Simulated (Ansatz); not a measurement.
## SnO₂: a failed or faulty run and its cure

System: SnO₂ (slab, 24 atoms in the cell).
Method of run A: DFT PBEsol, scalar-relativistic, plane waves, PAW, no spin polarisation (Ansatz 0.2.0).

The structure derives from an entry of the Crystallography Open Database. The run did not end well. Text and figures count atoms from 1; the logs count them from 0 in places.

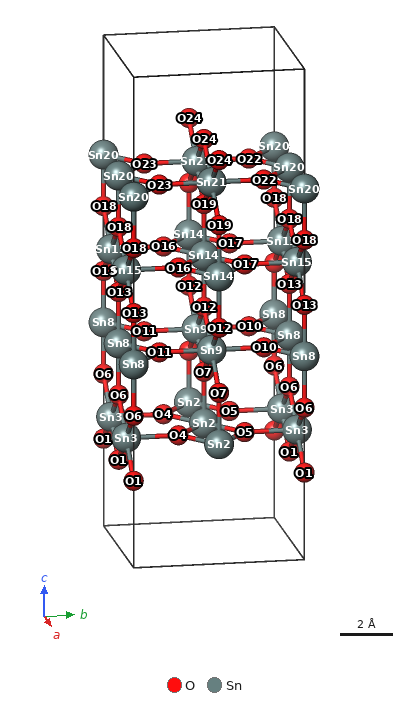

**Figure 1.** The structure as given in the input (ball-and-stick view of the 2 × 1 repeat of the cell, with the vacuum cut short, seen slightly off an axis; atoms are numbered from 1 in the order of the input). An atom can appear more than once, as a periodic image. Near neighbours in the periodic cell (some may lie outside the picture): O has 2 Sn at 2.07 Å; Sn has 5 O at 2.07 Å; Sn has 6 O at 2.07 Å; O has 3 Sn at 2.07 Å.

**Input, run A**
```yaml
crystal:
  lattice:
    - [3.2120684193, 0.0, 0.0]
    - [0.0, 6.7443405708, 0.0]
    - [0.0, 0.0, 27.7295853126]
  atoms:
    - { symbol: O, position: [0.0, 0.0, 0.2704692449] }
    - { symbol: Sn, position: [0.0, 0.5, 0.3175863299] }
    - { symbol: Sn, position: [0.5, 0.0, 0.3175863299] }
    - { symbol: O, position: [0.5, 0.3062765048, 0.3175863299] }
    - { symbol: O, position: [0.5, 0.6937234952, 0.3175863299] }
    - { symbol: O, position: [0.0, 0.0, 0.3647034149] }
    - { symbol: O, position: [0.0, 0.5, 0.3920783583] }
    - { symbol: Sn, position: [0.0, 0.0, 0.4391954433] }
    - { symbol: Sn, position: [0.5, 0.5, 0.4391954433] }
    - { symbol: O, position: [0.5, 0.8062765048, 0.4391954433] }
    - { symbol: O, position: [0.5, 0.1937234952, 0.4391954433] }
    - { symbol: O, position: [0.0, 0.5, 0.4863125283] }
    - { symbol: O, position: [0.0, 0.0, 0.5136874717] }
    - { symbol: Sn, position: [0.0, 0.5, 0.5608045567] }
    - { symbol: Sn, position: [0.5, 0.0, 0.5608045567] }
    - { symbol: O, position: [0.5, 0.3062765048, 0.5608045567] }
    - { symbol: O, position: [0.5, 0.6937234952, 0.5608045567] }
    - { symbol: O, position: [0.0, 0.0, 0.6079216417] }
    - { symbol: O, position: [0.0, 0.5, 0.6352965851] }
    - { symbol: Sn, position: [0.0, 0.0, 0.6824136701] }
    - { symbol: Sn, position: [0.5, 0.5, 0.6824136701] }
    - { symbol: O, position: [0.5, 0.8062765048, 0.6824136701] }
    - { symbol: O, position: [0.5, 0.1937234952, 0.6824136701] }
    - { symbol: O, position: [0.0, 0.5, 0.7295307551] }
basis:
  ecutwfc: 420
kpoints:
  mp_grid: { grid: [8, 4, 1] }
hamiltonian:
  xc: pbesol
scf:
  occupations: { method: gaussian, width: 0.05 }
  max_iter: 5
output:
  forces: true
  stress: true
  eigenvalues: true
efield:
  axis: 3
  dipole_correction: true
  ramp_width: 0.04
```

Launched with:
```bash
ansatz run input.yaml --threads 2 --pin off --max-ram 5120MiB --backend cpu --events-out ev --progress --plain --runs-dir out
```

Hardware: 2 threads of Intel Xeon (Granite Rapids), 32 GiB of memory available, shared host.

**Output, shortened to warnings, some set-up lines, iterations and results (run A)**
```
Error: did not converge after 5 iterations: dr2 = 3.78e-4 (threshold 1.00e-7), under the density mixer `msr1`, which `scf.mixing.algorithm: auto` chose by the deck's other keys (type `scf.mixing.algorithm: msr1` to keep it); raise `scf.max_iter`, which need not help a stalled SCF, or adjust the mixing (`scf.mixing`) or, under a smearing, its width (`scf.occupations.width`, in either direction: …
Basis set: ecut = 420 eV, 11821 PW (Γ), exchange–correlation on 48×96×384 points (8 copies of the dense FFT grid, shifted against one another)
Symmetry: 4 space group operations
k-points: 15 of 32
Initial density: superposition of atomic densities (neutral atoms: chi_scale 0, normalization atom), corrected by the library's trained network
[...]
SCF iter   1: F=—  HF=-56568.297530 eV  |F-HF|=—  |Δ(HF+E_count)|=         —  Δρ=1.13e-2  dr2=6.54e-1  ethr=1.77e-3  p=0.000 e·Å  D=3.52e-13 V/Å  ΔV_dip=-0.00 eV  …
SCF iter   2: F=—  HF=-56568.153442 eV  |F-HF|=—  |Δ(HF+E_count)|=   1.44e-1  Δρ=4.24e-3  dr2=9.31e-2  ethr=3.15e-4  p=-0.000 e·Å  D=-8.66e-7 V/Å  ΔV_dip=0.00 eV  …
SCF iter   3: F=—  HF=-56568.138607 eV  |F-HF|=—  |Δ(HF+E_count)|=   1.48e-2  Δρ=1.75e-3  dr2=2.34e-2  ethr=4.47e-5  p=-0.000 e·Å  D=-3.03e-6 V/Å  ΔV_dip=0.00 eV  …
SCF iter   4: F=—  HF=-56568.135659 eV  |F-HF|=—  |Δ(HF+E_count)|=   2.95e-3  Δρ=7.39e-4  dr2=2.54e-3  ethr=1.12e-5  p=0.000 e·Å  D=1.39e-6 V/Å  ΔV_dip=-0.00 eV  …
SCF iter   5: F=—  HF=-56568.135511 eV  |F-HF|=—  |Δ(HF+E_count)|=   1.49e-4  Δρ=2.88e-4  dr2=3.78e-4  ethr=1.22e-6  p=0.000 e·Å  D=9.25e-7 V/Å  ΔV_dip=-0.00 eV  …
Error: did not converge after 5 iterations: dr2 = 3.78e-4 (threshold 1.00e-7), under the density mixer `msr1`, which `scf.mixing.algorithm: auto` chose by the deck's other keys (type `scf.mixing.algorithm: msr1` to keep it); raise `scf.max_iter`, which need not help a stalled SCF, or adjust the …
```

**What should be changed in this input?**

The run did not converge: “did not converge after 5 iterations: dr2 = 3.78e-4 (threshold 1.00e-7), under the density mixer `msr1`, which `scf.mixing.algorithm: auto` chose by the deck's other keys (type `scf.mixing.algorithm: msr1` to keep it) …” Its last values are not results. Likely cause: The residual was still falling when the limit of 5 iterations cut the run off.

A run of the same system that converges differs from this input as follows (lines with − go, lines with + come):
```diff
-  max_iter: 5
+  n_extra_bands: 1
```

**Output, shortened to warnings, some set-up lines, iterations and results (run B)**
```
Basis set: ecut = 420 eV, 11821 PW (Γ), exchange–correlation on 48×96×384 points (8 copies of the dense FFT grid, shifted against one another)
Symmetry: 4 space group operations
k-points: 15 of 32
Initial density: superposition of atomic densities (neutral atoms: chi_scale 0, normalization atom), corrected by the library's trained network
[...]
SCF iter   1: F=—  HF=-56568.297424 eV  |F-HF|=—  |Δ(HF+E_count)|=         —  Δρ=1.12e-2  dr2=6.37e-1  ethr=1.77e-3  p=0.000 e·Å  D=3.52e-13 V/Å  ΔV_dip=-0.00 eV  …
SCF iter   2: F=—  HF=-56568.142871 eV  |F-HF|=—  |Δ(HF+E_count)|=   1.55e-1  Δρ=3.30e-3  dr2=4.56e-2  ethr=3.06e-4  p=-0.000 e·Å  D=-9.49e-6 V/Å  ΔV_dip=0.00 eV  …
SCF iter   3: F=—  HF=-56568.136795 eV  |F-HF|=—  |Δ(HF+E_count)|=   6.08e-3  Δρ=1.39e-3  dr2=1.35e-2  ethr=2.19e-5  p=-0.000 e·Å  D=-4.76e-6 V/Å  ΔV_dip=0.00 eV  …
SCF iter   4: F=—  HF=-56568.135523 eV  |F-HF|=—  |Δ(HF+E_count)|=   1.27e-3  Δρ=7.46e-4  dr2=2.95e-3  ethr=6.49e-6  p=-0.000 e·Å  D=-7.71e-6 V/Å  ΔV_dip=0.00 eV  …
SCF iter   5: F=—  HF=-56568.135539 eV  |F-HF|=—  |Δ(HF+E_count)|=   1.65e-5  Δρ=3.39e-4  dr2=5.82e-4  ethr=1.42e-6  p=0.000 e·Å  D=5.82e-7 V/Å  ΔV_dip=-0.00 eV  …
SCF iter   6: F=—  HF=-56568.135645 eV  |F-HF|=—  |Δ(HF+E_count)|=   1.06e-4  Δρ=1.19e-4  dr2=8.25e-5  ethr=2.80e-7  p=-0.000 e·Å  D=-1.47e-5 V/Å  ΔV_dip=0.00 eV  …
SCF iter   7: F=—  HF=-56568.135643 eV  |F-HF|=—  |Δ(HF+E_count)|=   1.86e-6  Δρ=2.67e-5  dr2=4.13e-6  ethr=3.97e-8  p=0.000 e·Å  D=1.29e-5 V/Å  ΔV_dip=-0.00 eV  …
SCF iter   8: F=—  HF=-56568.135647 eV  |F-HF|=—  |Δ(HF+E_count)|=   4.18e-6  Δρ=2.89e-5  dr2=5.84e-6  ethr=1.99e-9  p=-0.000 e·Å  D=-4.23e-5 V/Å  ΔV_dip=0.00 eV  …
SCF iter   9: F=—  HF=-56568.135647 eV  |F-HF|=—  |Δ(HF+E_count)|=   6.20e-7  Δρ=6.85e-6  dr2=2.76e-7  ethr=1.99e-9  p=0.000 e·Å  D=4.78e-6 V/Å  ΔV_dip=-0.00 eV  …
SCF iter  10: F=-56568.135647 eV  HF=-56568.135647 eV  |F-HF|=2.47e-8  |Δ(HF+E_count)|=   1.39e-8  Δρ=2.88e-6  dr2=4.86e-8  ethr=4.81e-11  p=-0.000 e·Å  D=-2.29e-6 V/Å  …
SCF 1 converged in 10 iterations: F = -56568.135647 eV  dr2 = 4.86e-8
SCF converged after 10 iterations
Free energy (F): -56568.135647 eV
Harris-Foulkes:  -56568.135647 eV  (|F-HF|=2.47e-8)
Internal energy: -56568.135647 eV  (E = F + TS)
E sigma→0 (E₀):  -56568.135647 eV
Entropy (-TS):   -0.000000 eV (-0.000 meV/atom)
Fermi energy:    1.410578 eV
Dipole field:    D = 0.000018 V/Å  (p = 0.000059 e·Å, saw-weighted, corrected)
Work function:   Φ+ = 6.7346 eV   Φ− = 6.7351 eV
Levels:          The Fermi level and band energies are counted from a zero that moves with the ramp; work functions are not
--- Per-component energies (eV) ---
  E_band       = -2295.109711
  E_kinetic    = 4307.922449
  E_local      = -237764.801619  (includes V_loc(G=0)·N_el)
  E_nonlocal   = 553.984893
  E_hartree    = 118196.026819
  E_xc         = -4173.308977
  E_vxc        = -2244.023636  (∫ρ·V_xc dr)
  E_paw        = -35043.735202  (= ΣΔE_a)
  E_vpaw       = -3540.235634  (= ΣTr[D̂ρ^β])
  E_aug_tail   = 0.039375  (compensation charges beyond the density's cutoff)
  E_efield     = 0.000000  (sawtooth field / dipole correction)
  E_vefield    = 0.000000  (∫n·V_field dr)
  E_ewald      = 97352.893292
  E_core_change = 2.843325  (= ΣΔE_core)
  E_smearing   = -0.000000  (= −TS)
  E_closure    = -0.000000  (closes the sum)
  Σ components = -56568.135647   (vs F -56568.135647, Δ=0.00e0)
--- Forces (eV/Å), atoms counted from 1 ---
  atom   1  O     -0.00000000    -0.00000000     1.10348755
  atom   2  Sn     0.00000000    -0.00000000     1.91603874
  atom   3  Sn     0.00000000     0.00000000    -2.44019680
  atom   4  O     -0.00000000     1.45875191    -0.65594402
  atom   5  O      0.00000000    -1.45875191    -0.65594402
  atom   6  O     -0.00000000     0.00000000     1.06981613
  atom   7  O     -0.00000000     0.00000000    -0.46519506
  atom   8  Sn    -0.00000000     0.00000000    -0.19107586
  atom   9  Sn     0.00000000    -0.00000000     0.33155668
  atom  10  O      0.00000000    -0.17731702     0.01680175
  atom  11  O     -0.00000000     0.17731702     0.01680175
  atom  12  O     -0.00000000     0.00000000    -0.07796354
  atom  13  O      0.00000000    -0.00000000     0.07795693
  atom  14  Sn     0.00000000     0.00000000     0.19110342
  atom  15  Sn    -0.00000000     0.00000000    -0.33154488
  atom  16  O      0.00000000    -0.17731959    -0.01680618
  atom  17  O     -0.00000000     0.17731959    -0.01680618
  atom  18  O      0.00000000    -0.00000000     0.46517737
  atom  19  O     -0.00000000    -0.00000000    -1.06988245
  atom  20  Sn    -0.00000000     0.00000000    -1.91600469
  atom  21  Sn    -0.00000000    -0.00000000     2.44020761
  atom  22  O     -0.00000000     1.45877591     0.65593669
  atom  23  O      0.00000000    -1.45877591     0.65593669
[...]
```

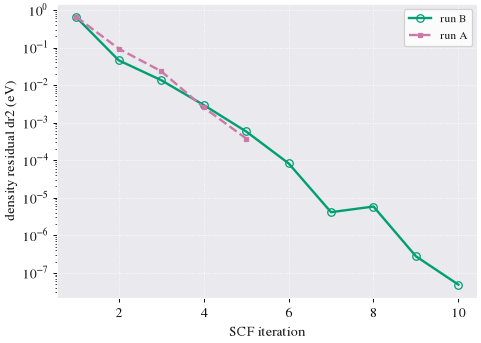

**Figure 2.** Convergence of the two runs: density residual dr2 against the SCF iteration. Run B takes 10 iterations in all, and run A stops after 5.

**The two runs side by side**

```tsv
quantity	run A	run B
outcome	not converged	converged
free energy per atom (eV)	–	−2357.0057
gap on the mesh (eV)	–	0.35
work function (eV)	–	6.73
largest force (eV/Å)	–	2.440
SCF iterations	–	10
irreducible k-points	–	15
plane waves at Γ	–	11821
wall time (shared host)	37 s	39 s
```
